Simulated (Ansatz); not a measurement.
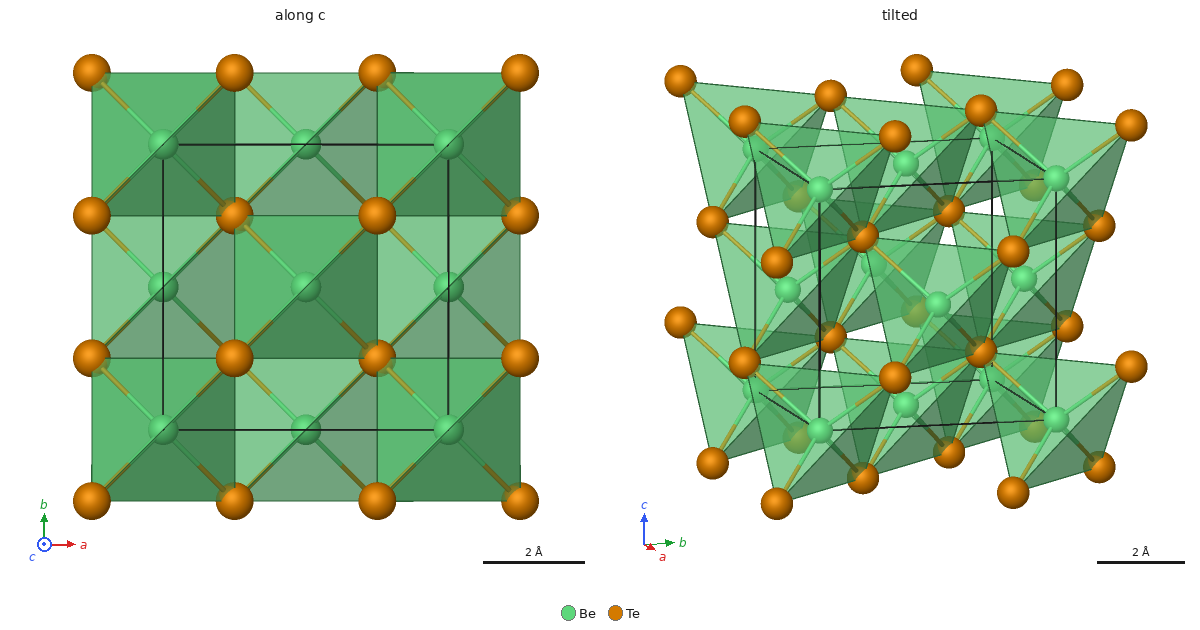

We look at a polyhedral model of the crystal along the c axis and slightly off an axis. Thin lines show the conventional unit cell, with boundary atoms drawn in all their periodic places. Some neighbours outside the box are added.

BeTe, space group F-43m (No. 216), a = 5.66 Å, b = 5.66 Å, c = 5.66 Å, α = 90.00°, β = 90.00°, γ = 90.00°.

Computational set-up: Ansatz, G0W0 on PBE0, plane waves, PAW, plane waves up to 420 eV, k-points about 0.32 Å⁻¹ apart, no spin polarisation.

### Metal or not?

An insulator at this level, with a gap of 3.35 eV, indirect; the smallest direct gap is 5.16 eV.

It goes back to a structure listed in the Materials Project. Earlier steps of the study may have refined or changed the cell and positions. Ansatz was used for an electronic-structure calculation on it.
